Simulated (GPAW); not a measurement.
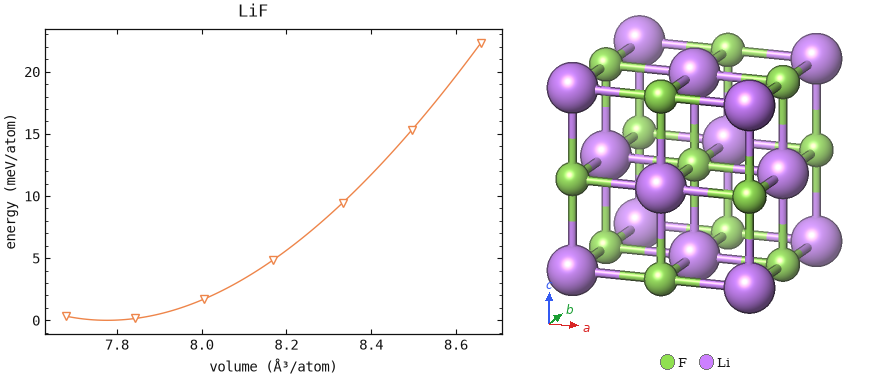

Plotted: energy against volume for LiF, space group Fm-3m (No. 225). The conventional cell is drawn beside the plot.

The given structure:
```
F Li
1.0
     0.00000    2.01400    2.01400
     2.01400    0.00000    2.01400
     2.01400    2.01400    0.00000
F Li
1 1
Direct
  0.50000 0.50000 0.50000
  0.00000 0.00000 0.00000
```

Calculation (GPAW 26.7.0): PAW DFT in plane waves, on a grid or in atomic orbitals, no spin polarisation; energies at scaled volumes of the given cell, shape and fractions fixed, counted from the fit's minimum, third-order Birch-Murnaghan fit. Level: LDA.

- k mesh: 11×11×11
- occupations: Fermi–Dirac
- smearing width: 0.05 eV
- potentials: GPAW PAW data sets (gpaw data 1.2.1)
- wave cutoff: 800 eV
- program settings: basis pw

From this curve and the settings, what does the calculation give for the pressure at the same points?

The pressure falls from −1.04 GPa at volume 7.6790 Å³/atom to −9.24 GPa at 8.6593 Å³/atom.

```
volume (Å³/atom)  pressure (GPa)
          7.6790           -1.04
          7.8424           -2.83
          8.0058           -4.42
          8.1692           -5.85
          8.3326           -7.11
          8.4959           -8.24
          8.6593           -9.24
```

Note: the fit and the printed pressures don't fully agree, or the minimum lies near the end of the range.
